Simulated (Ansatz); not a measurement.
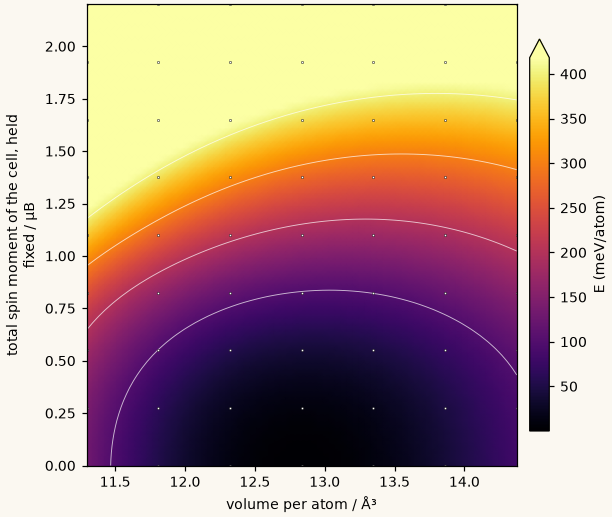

Energy landscape of CoSi₂ (Fm-3m, No. 225; 3 atoms in the cell). 
- The energy is mapped over volume and a fixed ferromagnetic moment.
- First axis: volume per atom. Second axis: total spin moment of the cell, held fixed.
- Nothing is relaxed (shape and fractional coordinates fixed).
- The scan uses a 7 × 9 grid.
- Points are written as (first, second).
- Energies: meV/atom, counted from the lowest grid point.
- The moment is held fixed and parallel; antiferromagnetic orders weren't tried.
- Level of theory: DFT PBE, scalar-relativistic, plane waves, PAW in Ansatz. Settings: cutoff 520 eV, k-mesh 14×14×14, gaussian smearing 0.15 eV.

The picture shows a smooth colour map with a few white contour lines, dots at the grid points, one colour for all values above the top of the scale. Between grid points the surface is interpolated. 

**Describe this landscape.**

The lowest grid point is at (12.84 Å³, 0.000 μB). It lies on the edge of the map, which is a mirror line here (the non-magnetic state). The highest grid point, (11.29 Å³, 2.200 μB), lies 920 meV/atom above the lowest.

The values on the grid:

```tsv
second ↓, first →	11.29	11.81	12.32	12.84	13.35	13.86	14.38
2.200	920	784	687	620	580	560	558
1.925	768	642	554	497	465	454	460
1.650	625	510	431	383	360	357	370
1.375	491	386	317	278	264	269	290
1.100	365	270	212	183	177	190	218
0.825	252	168	119	99	101	121	157
0.550	179	100	56	40	48	73	112
0.275	142	65	23	10	20	48	90
0.000	131	54	12	0	11	40	83
```

Time for the 63 points that were run: 14 min on 2 threads of Arm Neoverse N1, on a shared host.

PAW datasets: the set soft_1.
